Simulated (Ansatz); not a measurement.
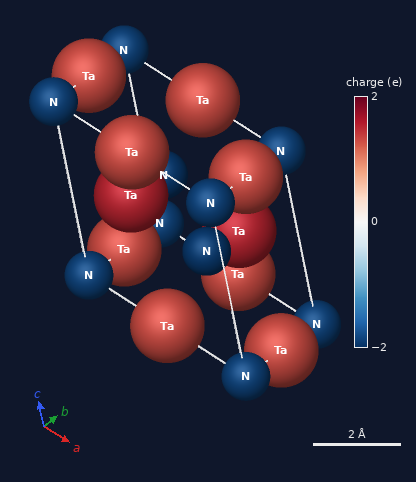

We look at a spheres-only model of the crystal slightly off an axis. The cell (the run's own, in a reduced setting) is drawn as a box. The atoms of this Ta4N3 cell are coloured by their Bader charge.

Method used: Ansatz 0.2.0, DFT r2SCAN, scalar-relativistic, plane waves, PAW. It ran with wavefunction cutoff 500 eV, k-points about 0.17 Å⁻¹ apart, Gaussian smearing of 0.1 eV, no spin polarisation.

**Summarise the charge transfer.**

Most positive: Ta; most negative: N. Charges: about Ta +1.3 to +1.5 e; N -1.9 to -1.8 e.

The structure was taken from a structure listed in the Materials Project. Earlier steps of the study, as a rule a relaxation of our own, may have changed the cell and positions, so they can lie some per cent off the listed ones. It was run through Ansatz as a DFT input.
